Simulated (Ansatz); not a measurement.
# Mo₁₆HS₃₂: single-point calculation (part 1 of 2)

Mo₁₆HS₃₂ (defect cell, 49 atoms in the cell), computed with DFT PBE, scalar-relativistic, plane waves, PAW, spin-polarised (Ansatz 0.2.0).

The structure derives from a Materials Project entry.

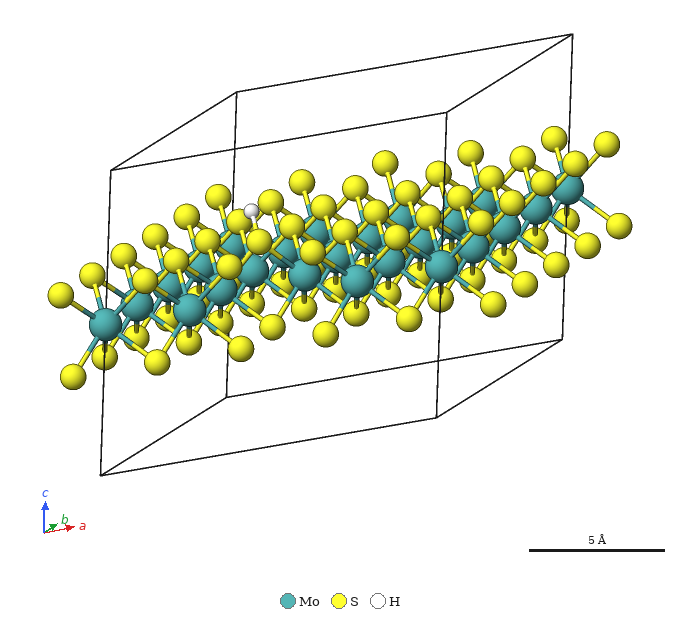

Figure 1. The structure as given in the input (ball-and-stick view of the cell of the calculation, with the vacuum cut short, seen slightly off an axis; bonded neighbours outside the cell are drawn too). An atom can appear more than once, as a periodic image.

**Key numbers**

```tsv
quantity	value
outcome	converged
electrons treated	417
free energy	−108220.1827 eV
Fermi energy	0.928 eV
gap on the k-point mesh	0.46 eV
net moment of the cell	1.00 μB
integrated absolute moment	1.24 μB
largest force (length of the vector)	0.030 eV/Å
hardware	4 threads of Arm Neoverse V1, 24 GiB of memory available, shared host
wall time	3.5 min (CPU time 14 min)
peak memory	3.7 GiB
```

**Notes**

Warnings of the run: the state was not tested for a lower one.

**Input file**
```yaml
crystal:
  lattice:
    - [6.368252, 11.030136, 0.0]
    - [12.736504, 0.0, 0.0]
    - [1.592063, 2.757534, -17.3346]
  atoms:
    - { symbol: Mo, position: [0.5002475564, 0.4997027129, -3.4843e-06] }
    - { symbol: Mo, position: [0.7505126952, 0.4990564596, -0.0002527095] }
    - { symbol: Mo, position: [0.7499639572, 0.2493725508, 0.0006088858] }
    - { symbol: Mo, position: [0.0002906021, -0.000717796, 0.0001980225] }
    - { symbol: Mo, position: [0.2508956283, -0.0008079159, 0.0001710901] }
    - { symbol: Mo, position: [0.5031257663, -0.0045942748, -0.0033656792], spin: 0.38 }
    - { symbol: Mo, position: [0.7497895695, -0.0008110872, 0.0001718426] }
    - { symbol: Mo, position: [0.2504174277, 0.7493282662, -0.0001572639] }
    - { symbol: Mo, position: [0.5005396551, 0.7488374242, -0.000977387] }
    - { symbol: Mo, position: [0.7510832356, 0.7488273105, -0.00097664] }
    - { symbol: Mo, position: [2.447e-05, 0.4996847904, -6.2692e-06] }
    - { symbol: Mo, position: [0.2499242759, 0.4998759023, 0.0004717693] }
    - { symbol: Mo, position: [0.00031807, 0.2493696352, 0.0006089412] }
    - { symbol: Mo, position: [0.249224846, 0.2504169474, 0.0026833479] }
    - { symbol: Mo, position: [0.4989831154, 0.2503939296, 0.0026873673] }
    - { symbol: Mo, position: [0.0002971047, 0.7493236196, -0.000158243] }
    - { symbol: S, position: [0.6895992964, 0.4152696475, 0.9099830492] }
    - { symbol: S, position: [0.9400973872, 0.4152669075, 0.909983049] }
    - { symbol: S, position: [0.9392390582, 0.1662239781, 0.9105112588] }
    - { symbol: S, position: [0.1893562585, 0.9164434953, 0.9100765064] }
    - { symbol: S, position: [0.4393449056, 0.9149201337, 0.9082397484] }
    - { symbol: S, position: [0.6915859823, 0.9149113126, 0.9082388381] }
    - { symbol: S, position: [0.9391257155, 0.9164414562, 0.9100770176] }
    - { symbol: S, position: [0.4394485565, 0.6653286966, 0.9094507216] }
    - { symbol: S, position: [0.6900704091, 0.6652513359, 0.9091442455] }
    - { symbol: S, position: [0.9404674369, 0.6653176551, 0.9094506847] }
    - { symbol: S, position: [0.1901626109, 0.4147540894, 0.910862293] }
    - { symbol: S, position: [0.4396188443, 0.4147458643, 0.910872181] }
    - { symbol: S, position: [0.189915733, 0.1666427925, 0.9111521974] }
    - { symbol: S, position: [0.4384219157, 0.1667754368, 0.912665289] }
    - { symbol: S, position: [0.6878280683, 0.1666380643, 0.9111515034] }
    - { symbol: S, position: [0.189632925, 0.6657827273, 0.909832922] }
    - { symbol: S, position: [0.8939156243, 0.4165913718, 0.0901878431] }
    - { symbol: S, position: [0.1423681362, 0.4184339793, 0.0908589067], spin: 0.2 }
    - { symbol: S, position: [0.1437106656, 0.1650661298, 0.0910947747] }
    - { symbol: S, position: [0.3960700112, 0.9155198513, 0.0890723081] }
    - { symbol: S, position: [0.6438437844, 0.9155118594, 0.0890733458] }
    - { symbol: S, position: [0.894336028, 0.9157941036, 0.0900692832] }
    - { symbol: S, position: [0.1447962102, 0.9157970317, 0.090070208] }
    - { symbol: S, position: [0.6446266319, 0.6661328263, 0.089151314] }
    - { symbol: S, position: [0.8937471884, 0.6666952589, 0.089791572] }
    - { symbol: S, position: [0.1440221838, 0.6668455568, 0.0901456599] }
    - { symbol: S, position: [0.3937168197, 0.4184433477, 0.0908667699], spin: 0.2 }
    - { symbol: S, position: [0.644355591, 0.4165918967, 0.0901882015] }
    - { symbol: S, position: [0.3864882866, 0.1772245363, 0.0995150553], spin: 0.2 }
    - { symbol: S, position: [0.6456418567, 0.1650610031, 0.091095732] }
    - { symbol: S, position: [0.8944541973, 0.1658512189, 0.0903925167] }
    - { symbol: S, position: [0.3946209466, 0.6667086092, 0.0897926237] }
    - { symbol: H, position: [0.3266414602, 0.2683824883, 0.1567350087], spin: 0.07 }
magnetization:
  spin_polarized: true
basis:
  ecutwfc: 420
  fft_grid_basis: typed
kpoints:
  mp_grid: { grid: [1, 1, 1] }
hamiltonian:
  xc: pbe
  pseudopotentials: { kind: paw }
scf:
  occupations: { method: gaussian, width: 0.05 }
output:
  forces: true
  stress: false
  eigenvalues: true
  bader: true
  write_density: true
  volumetric_format: npy
  populations: true
```

Launched with:
```bash
ansatz run input.yaml --threads 4 --pin off --max-ram 10240MiB --backend cpu --events-out ev --progress --plain --runs-dir out
```

**What the program printed**
```
Engine: ansatz 0.2.0, aarch64-unknown-linux-gnu
Pseudopotentials: kind: paw
Pseudopotential: Mo, paw, valence charge 14, recommended cutoff 420 eV (normal), Mo.paw.azcp
Pseudopotential: S, paw, valence charge 6, recommended cutoff 420 eV (normal), S.paw.azcp
Pseudopotential: H, paw, valence charge 1, recommended cutoff 420 eV (normal), H.paw.azcp
Functional definition: PBE
  parameter kappa = 0.804
  parameter beta = 0.06672455060314922
  exchange = pbe_x(kappa = kappa, mu = beta*pi^2/3)
  correlation = pbe_c(beta = beta)
Crystal: 49 atoms, lattice volume = 2435.258 Å³
Basis set: ecut = 420 eV, 47663 PW (Γ), exchange–correlation on 180×180×240 points (8 copies of the dense FFT grid, shifted against one another)
Bands: 259, of which v1, the nominal top of the filled ones, is band 209 counted from 1 (208 counted from 0)
Symmetry: 1 space group operations
Space group: P1 (ITA 1), of the structure as read, at distance tolerance 1.3e-4 Å
Magnetic group: BNS 1.1 (UNI 1), of the structure as read, at distance tolerance 1.3e-4 Å
k-points: 1
Non-local potential: Mo, projectors of the file, l = 0: 3, l = 1: 2, l = 2: 2, l = 3: 1
Non-local potential: S, projectors of the file, l = 0: 2, l = 1: 2, l = 2: 2
Non-local potential: H, projectors of the file, l = 0: 2, l = 1: 1
PAW form: soft (Blöchl's): semilocal exchange-correlation on the pseudo side does not see the compensation charge
PAW one-centre angular grid: Mo, 590 points (default); XC on 64 Gauss nodes
PAW one-centre angular grid: S, 110 points (default); XC on 64 Gauss nodes
PAW one-centre angular grid: H, 110 points (default); XC on 64 Gauss nodes
Initial density: superposition of atomic densities (neutral atoms: chi_scale 0, normalization atom)
Starting moments: Σ|m| = 1.05 μB on 5 of 49 sites
Initial wavefunctions: pseudopotential atomic-orbital guess
Functional: x = pbe(κ = 0.804, μ = 0.2195149727645171), c = pbe(β = 0.06672455060314922)
SCF iter   1: F=—  HF=-108240.423022 eV  |F-HF|=—  |Δ(HF+E_count)|=         —  Δρ=2.60e-2 (↑2.58e-2 ↓2.60e-2)  dr2=9.95e1  dr2_m=5.86e-2  M=0.997 μB ∫|m|=1.076 μB  β_m=0.30  ethr=3.10e-3  ⟨swp⟩=8.0  Hψ=2409  notcnv=0
Mixer restart at iter 1: flushing history
preconditioner: auto → Resta (q_TF=auto, 2.033 Å⁻¹)  ε∞=3.2  [insulator: Δε(μ)=0.210 eV  Ē_g=8.553 eV  σ=0.050 eV  W_gap=1.00  n_scr=342 (ndim 8)  ℏωp=12.8 eV  f_vac=0.605  D(μ)=0.28/eV (n_scr^D=0)  ε∞_Penn≈3.2  vacuum switching on, ρ_ref=5.3e-3 e/Å³]
spin=Collinear: Resta preconditioning applied to the charge; magnetization (m = ρ↑ − ρ↓) channel mixes plain (no charge-response kernel on spin).
SCF iter   2: F=—  HF=-108222.718356 eV  |F-HF|=—  |Δ(HF+E_count)|=    1.77e1  Δρ=1.01e-2 (↑9.86e-3 ↓1.01e-2)  dr2=1.21e1  dr2_m=3.07e-2  M=0.999 μB ∫|m|=1.091 μB  β_m=0.33  ethr=3.10e-3  ⟨swp⟩=3.0  Hψ=1062  notcnv=0  defer=60
SCF iter   3: F=—  HF=-108220.806384 eV  |F-HF|=—  |Δ(HF+E_count)|=    1.91e0  Δρ=6.57e-3 (↑6.48e-3 ↓6.57e-3)  dr2=4.15e0  dr2_m=2.17e-2  M=1.000 μB ∫|m|=1.121 μB  β_m=0.56  ethr=2.90e-3  ⟨swp⟩=2.0  Hψ=637  notcnv=0  defer=60
SCF iter   4: F=—  HF=-108220.244560 eV  |F-HF|=—  |Δ(HF+E_count)|=   5.62e-1  Δρ=2.04e-3 (↑1.99e-3 ↓2.04e-3)  dr2=8.26e-1  dr2_m=1.31e-3  M=1.000 μB ∫|m|=1.187 μB  β_m=0.54  ethr=9.95e-4  ⟨swp⟩=3.0  Hψ=817  notcnv=0  defer=60
SCF iter   5: F=—  HF=-108220.232374 eV  |F-HF|=—  |Δ(HF+E_count)|=   1.22e-2  Δρ=1.39e-3 (↑1.39e-3 ↓1.36e-3)  dr2=5.41e-1  dr2_m=8.77e-4  M=1.000 μB ∫|m|=1.204 μB  β_m=0.50  ethr=1.98e-4  ⟨swp⟩=3.0  Hψ=846  notcnv=0  defer=60
SCF iter   6: F=—  HF=-108220.186491 eV  |F-HF|=—  |Δ(HF+E_count)|=   4.59e-2  Δρ=5.69e-4 (↑5.69e-4 ↓5.04e-4)  dr2=6.37e-2  dr2_m=4.35e-4  M=1.000 μB ∫|m|=1.216 μB  β_m=0.48  ethr=1.30e-4  ⟨swp⟩=2.5  Hψ=843  notcnv=0  defer=60
SCF iter   7: F=—  HF=-108220.182869 eV  |F-HF|=—  |Δ(HF+E_count)|=   3.62e-3  Δρ=1.87e-4 (↑1.87e-4 ↓1.71e-4)  dr2=8.01e-3  dr2_m=6.36e-5  M=1.000 μB ∫|m|=1.226 μB  β_m=0.54  ethr=1.53e-5  ⟨swp⟩=2.0  Hψ=828  notcnv=0  defer=60
SCF iter   8: F=—  HF=-108220.182716 eV  |F-HF|=—  |Δ(HF+E_count)|=   1.53e-4  Δρ=1.09e-4 (↑1.05e-4 ↓1.09e-4)  dr2=4.52e-3  dr2_m=8.18e-6  M=1.000 μB ∫|m|=1.231 μB  β_m=0.52  ethr=1.92e-6  ⟨swp⟩=2.5  Hψ=777  notcnv=0  defer=60
SCF iter   9: F=—  HF=-108220.182656 eV  |F-HF|=—  |Δ(HF+E_count)|=   6.01e-5  Δρ=4.68e-5 (↑4.68e-5 ↓4.40e-5)  dr2=4.21e-4  dr2_m=1.79e-6  M=1.000 μB ∫|m|=1.234 μB  β_m=0.54  ethr=1.08e-6  ⟨swp⟩=2.0  Hψ=691  notcnv=0  defer=60
SCF iter  10: F=—  HF=-108220.182701 eV  |F-HF|=—  |Δ(HF+E_count)|=   4.60e-5  Δρ=3.68e-5 (↑3.60e-5 ↓3.68e-5)  dr2=3.58e-4  dr2_m=2.68e-7  M=1.000 μB ∫|m|=1.236 μB  β_m=0.45  ethr=1.01e-7  ⟨swp⟩=2.0  Hψ=743  notcnv=0  defer=60
SCF iter  11: F=—  HF=-108220.182668 eV  |F-HF|=—  |Δ(HF+E_count)|=   3.38e-5  Δρ=1.33e-5 (↑1.33e-5 ↓1.24e-5)  dr2=2.11e-5  dr2_m=1.25e-7  M=1.000 μB ∫|m|=1.236 μB  β_m=0.50  ethr=8.60e-8  ⟨swp⟩=2.0  Hψ=651  notcnv=0  defer=60
SCF iter  12: F=—  HF=-108220.182667 eV  |F-HF|=—  |Δ(HF+E_count)|=   2.08e-7  Δρ=6.49e-6 (↑6.49e-6 ↓6.32e-6)  dr2=3.40e-6  dr2_m=4.51e-8  M=1.000 μB ∫|m|=1.237 μB  β_m=0.65  ethr=5.05e-9  ⟨swp⟩=2.0  Hψ=774  notcnv=0  defer=60
SCF iter  13: F=—  HF=-108220.182670 eV  |F-HF|=—  |Δ(HF+E_count)|=   2.35e-6  Δρ=4.15e-6 (↑4.15e-6 ↓4.05e-6)  dr2=4.27e-6  dr2_m=8.21e-9  M=1.000 μB ∫|m|=1.237 μB  β_m=0.65  ethr=8.15e-10  ⟨swp⟩=2.0  Hψ=807  notcnv=0  defer=60
SCF iter  14: F=—  HF=-108220.182670 eV  |F-HF|=—  |Δ(HF+E_count)|=   9.71e-8  Δρ=2.57e-6 (↑2.57e-6 ↓2.55e-6)  dr2=1.94e-6  dr2_m=3.39e-9  M=1.000 μB ∫|m|=1.237 μB  β_m=0.51  ethr=8.15e-10  ⟨swp⟩=2.0  Hψ=711  notcnv=0  defer=60
SCF iter  15: F=—  HF=-108220.182670 eV  |F-HF|=—  |Δ(HF+E_count)|=   1.27e-7  Δρ=8.60e-7 (↑7.73e-7 ↓8.60e-7)  dr2=1.42e-7  dr2_m=1.87e-9  M=1.000 μB ∫|m|=1.237 μB  β_m=0.53  ethr=4.66e-10  ⟨swp⟩=2.0  Hψ=586  notcnv=0  defer=60
SCF iter  16: F=—  HF=-108220.182670 eV  |F-HF|=—  |Δ(HF+E_count)|=   8.82e-9  Δρ=5.03e-7 (↑5.03e-7 ↓4.19e-7)  dr2=4.98e-8  dr2_m=9.58e-10  M=1.000 μB ∫|m|=1.237 μB  β_m=0.49  ethr=2.40e-11  ⟨swp⟩=13.5  Hψ=2592  notcnv=0
SCF iter  17: F=—  HF=-108220.182670 eV  |F-HF|=—  |Δ(HF+E_count)|=   2.59e-9  Δρ=2.53e-7 (↑2.52e-7 ↓2.53e-7)  dr2=1.05e-8  dr2_m=4.35e-10  M=1.000 μB ∫|m|=1.237 μB  β_m=0.47  ethr=1.19e-11  ⟨swp⟩=3.0  Hψ=999  notcnv=0
SCF iter  18: F=-108220.182670 eV  HF=-108220.182670 eV  |F-HF|=3.06e-9  |Δ(HF+E_count)|=   1.92e-9  Δρ=1.76e-7 (↑1.76e-7 ↓1.53e-7)  dr2=4.59e-9  dr2_m=2.02e-10  M=1.000 μB ∫|m|=1.237 μB  ethr=2.53e-12  ⟨swp⟩=2.5  Hψ=919  notcnv=0
SCF 1 converged in 18 iterations: F = -108220.182670 eV  dr2 = 4.59e-9
  greatest PAW one-centre occupation: 0.998 electrons in one spin orbital (limit 2), on the Mo atom at site 5 (counted from 0), in its partial waves of l = 0
```

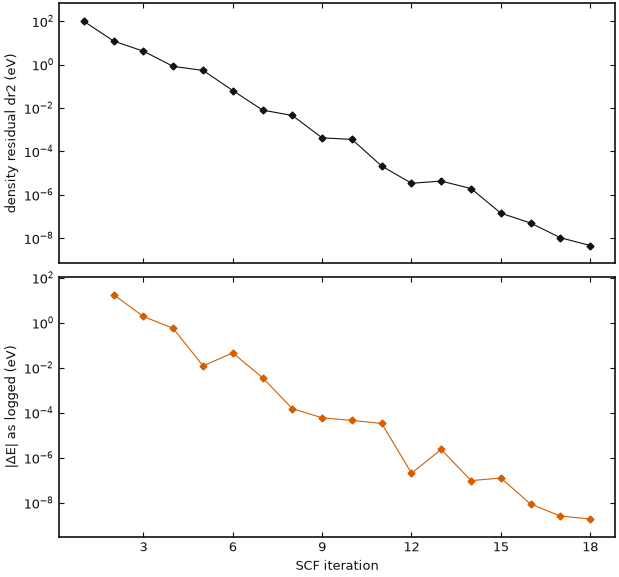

Figure 2. Convergence of the self-consistent field: density residual dr2 and size of the energy change against the SCF iteration. The residual falls almost steadily, with no more than small rises.

```
SCF converged after 18 iterations
Magnetization: 1.0000 μB (209.0000 up, 208.0000 down)
Absolute magnetization: 1.2404 μB (∫|ρ↑−ρ↓|, with the PAW one-centre terms)
Spin contamination: 0.0071 ħ² per cell (⟨S²⟩ above its minimum at these occupations)
Per-site moments (μB) at R_I (Å): [(0.012771446893758073, 0.9931515253774535), (-0.0012750992010270694, 0.9932616059817133), (0.0010014887876109006, 0.9940694434381167), (0.008173396956804194, 0.9940960529211067), (-0.00946881196477541, 0.9920803659262067), (0.38353581327861686, 0.98410924018267), (-0.009476197858071106, 0.9920738981780035), (0.0016074896233653705, 0.9944476516424621), (0.006177773494464489, 0.9936370475403637), (0.00618508784923257, 0.993631997121177), (0.012731349201758344, 0.9930845677443592), (0.001496411513182167, 0.9941336091020255), (0.001007443441786175, 0.9940623448100815), (0.021661383015187254, 0.990937893927084), (0.02168670802262394, 0.9910690392479756), (0.001610454381906142, 0.9944465592591795), (0.0006218014903041207, 0.9948299066695564), (0.0006177691225994102, 0.994830769673419), (0.0016782779258471905, 0.9940960529211067), (-0.0005493294057463888, 0.9946972829956435), (0.005026165478446228, 0.98624683615743), (0.005033895548138357, 0.9862371060811317), (-0.0005488546129417305, 0.9946970032116308), (-6.6141285645256625e-6, 0.99352651998251), (4.100113862428412e-5, 0.9953897115923129), (-7.4801644754229455e-6, 0.9935374830972679), (0.0009403343443897623, 0.9947405976309476), (0.0009365309064842027, 0.9947483284578656), (0.008138504546429094, 0.9928012147512383), (-0.0019425451237452377, 0.98410924018267), (0.00815048434268694, 0.9928024275723856), (0.0004400810459833961, 0.9949240198325304), (7.476217130608021e-6, 0.9943721619593242), (-0.0003918661712022434, 0.990937893927084), (0.01156724367528436, 0.9946054320114147), (0.007589966533900872, 0.9920803659262067), (0.007594903208488443, 0.9920738981780035), (3.0762624013318104e-5, 0.9949619416207136), (3.259229198532765e-5, 0.9949557425701626), (-0.0005970688670433841, 0.9932616059817133), (0.004354900322875494, 0.993631997121177), (0.00028444258103747, 0.9941336091020255), (-0.0003913863463712403, 0.9910690392479756), (5.75597397581842e-6, 0.9943681986931917), (0.017485690250882768, 0.5826093961450012), (0.011568660722813482, 0.9946031558623422), (-0.000477641339692338, 0.9945235215278097), (0.004356039742398632, 0.9936370475403637), (0.07051969861420566, 0.5826093961450012)]
Free energy (F): -108220.182670 eV
Harris-Foulkes:  -108220.182670 eV  (|F-HF|=3.06e-9)
Internal energy: -108220.182670 eV  (E = F + TS)
E sigma→0 (E₀):  -108220.182670 eV
Fermi energy:    0.928339 eV
--- Per-component energies (eV) ---
  E_band       = -6828.920435
  E_kinetic    = 10493.697448
  E_local      = -208683.032123  (includes V_loc(G=0)·N_el)
  E_nonlocal   = 3187.804466
  E_hartree    = 98554.023551
  E_xc         = -6057.973132
  E_vxc        = -6481.764466  (∫ρ·V_xc dr)
  E_paw        = -70424.563332  (= ΣΔE_a)
  E_vpaw       = -2453.661395  (= ΣTr[D̂ρ^β])
  E_aug_tail   = -0.000486  (compensation charges beyond the density's cutoff)
  E_ewald      = 64709.860938
  E_smearing   = -0.000000  (= −TS)
  E_closure    = -0.000000  (closes the sum)
  Σ components = -108220.182670   (vs F -108220.182670, Δ=0.00e0)
```
